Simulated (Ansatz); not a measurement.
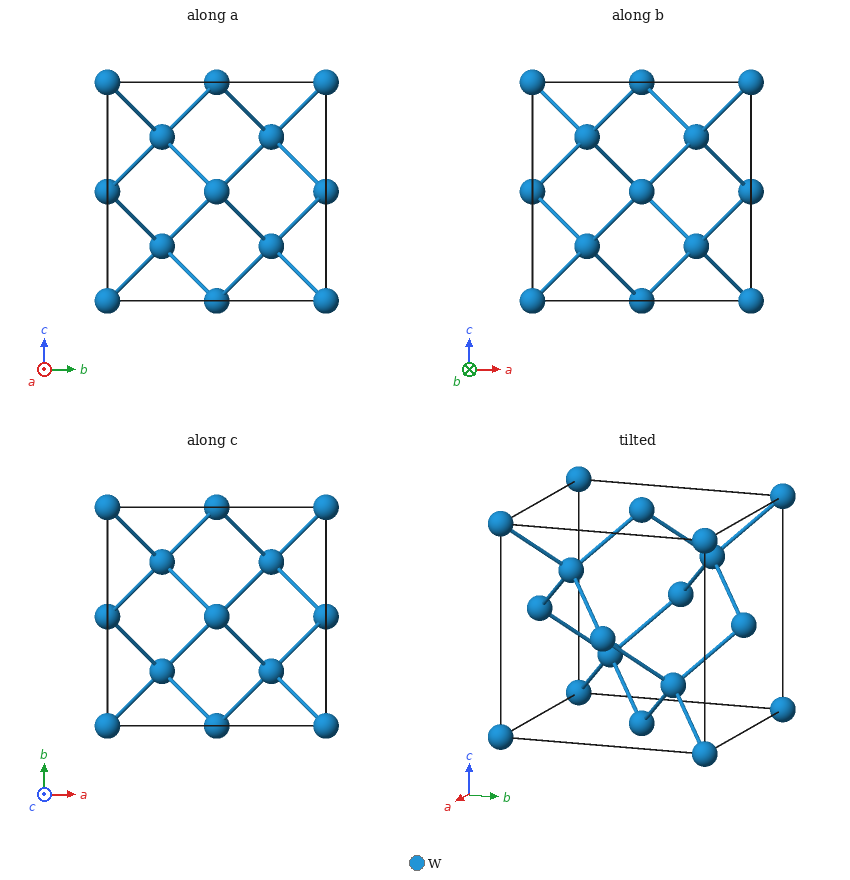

This ball-and-stick model is shown along the a axis, along the b axis, along the c axis and slightly off an axis. The lines enclose the conventional unit cell; boundary atoms appear with their images.

Lattice parameters: a = 6.0685 Å, b = 6.0685 Å, c = 6.0685 Å, α = 90.000°, β = 90.000°, γ = 90.000°.

Question: Reconstruct the structure as a CIF with its space group and independent sites.

Answer:
```cif
data_structure
_symmetry_space_group_name_H-M 'F d -3 m :1'
_symmetry_Int_Tables_number 227
_cell_length_a 6.0685
_cell_length_b 6.0685
_cell_length_c 6.0685
_cell_angle_alpha 90.000
_cell_angle_beta 90.000
_cell_angle_gamma 90.000
_cell_volume 223.48
loop_
_atom_site_label
_atom_site_type_symbol
_atom_site_symmetry_multiplicity
_atom_site_Wyckoff_symbol
_atom_site_fract_x
_atom_site_fract_y
_atom_site_fract_z
_atom_site_occupancy
W1 W 8 a 0.2500 0.7500 0.7500 1
```

The initial geometry was a structure type filled with this element by a generator (whether the element takes this form wasn't checked). Earlier steps of the study may have refined or changed the cell and positions. Ansatz was used for an electronic-structure calculation on it.

At this level of theory the cell isn't at rest (stretched, at -7 GPa), so its distances can differ from those at equilibrium, the more so the softer the solid.
